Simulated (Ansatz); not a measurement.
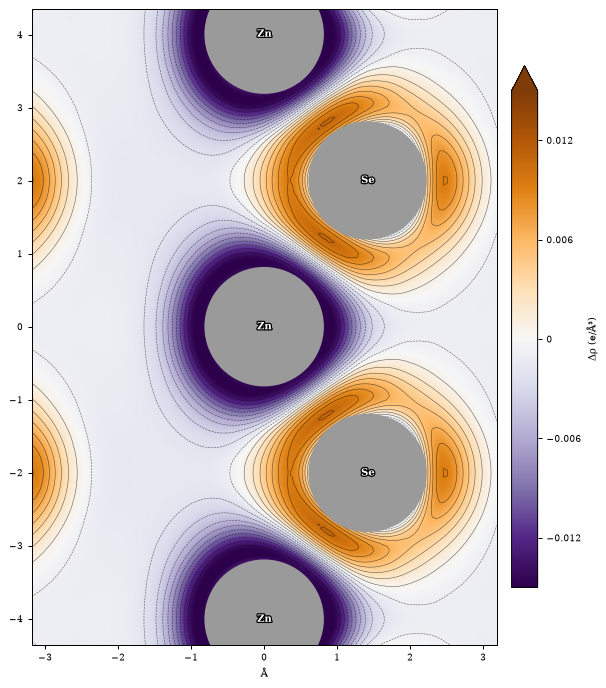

ZnSe: difference of two self-consistent densities at the same geometry, ρ(HSE06) − ρ(PBEsol), on the (101) plane of the conventional cell. Grey discs cover the cores, where the PAW densities can't be compared. Cores are masked to 0.8 Å (Zn) and 0.8 Å (Se).

Space group F-43m.

Both runs: Ansatz, scalar-relativistic, plane waves and PAW, same cutoff, k-points and PAW files (made with PBE).

```cif
data_structure
_symmetry_space_group_name_H-M 'P 1'
_symmetry_Int_Tables_number 1
_cell_length_a 5.6676
_cell_length_b 5.6676
_cell_length_c 5.6676
_cell_angle_alpha 90.000
_cell_angle_beta 90.000
_cell_angle_gamma 90.000
_cell_volume 182.05
loop_
_atom_site_label
_atom_site_type_symbol
_atom_site_fract_x
_atom_site_fract_y
_atom_site_fract_z
_atom_site_occupancy
Zn1 Zn 0.50000 0.50000 0.00000 1
Zn2 Zn 0.00000 0.50000 0.50000 1
Zn3 Zn 0.00000 0.00000 0.00000 1
Zn4 Zn 0.50000 0.00000 0.50000 1
Se1 Se 0.25000 0.75000 0.25000 1
Se2 Se 0.75000 0.75000 0.75000 1
Se3 Se 0.75000 0.25000 0.25000 1
Se4 Se 0.25000 0.25000 0.75000 1
```

> What differs between the two levels of theory?

Against PBEsol, and outside the masked cores, the largest gain, 0.011 e/Å³, lies 1.0 Å from a selenium nucleus and 1.5 Å from a zinc one, and the largest loss, 0.016 e/Å³, lies 0.9 Å from a zinc nucleus.
Bader charges are Zn +0.72 and Se −0.72 e with PBEsol and Zn +0.85 and Se −0.85 e with HSE06.
At this volume the pressure is −1 GPa with PBEsol and roughly 1 GPa with HSE06.
The gap on the mesh is 1.17 eV with PBEsol and 2.41 eV with HSE06.
